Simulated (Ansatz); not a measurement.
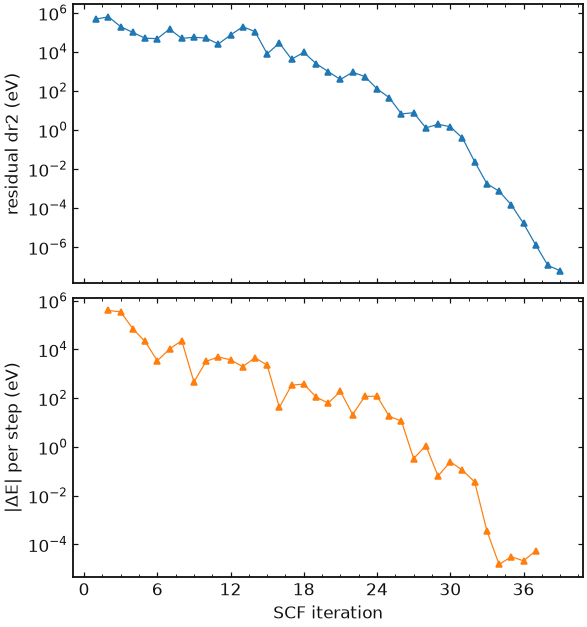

The plot shows the SCF iterations of a calculation: density residual dr2, step-to-step change of the Harris–Foulkes energy. Energy differences below 3 × 10⁻⁶ eV aren't drawn. The starting density is a sum of atomic densities corrected by a trained network.

The run: WS₂ (P3m1, 9 atoms in the cell; far from its equilibrium volume), by DFT PBE, scalar-relativistic, plane waves, PAW in Ansatz; cutoff 420 eV, 12×12×1 k-mesh, Gaussian smearing of 0.1 eV.

Was self-consistency reached?

It converged, after 39 iterations. The residual falls unevenly and jumps up by a factor of two or more 6 times on the way down.

What is the residual at the start and at the end?

It starts near 5 × 10⁵ and ends near 6 × 10⁻⁸ eV.
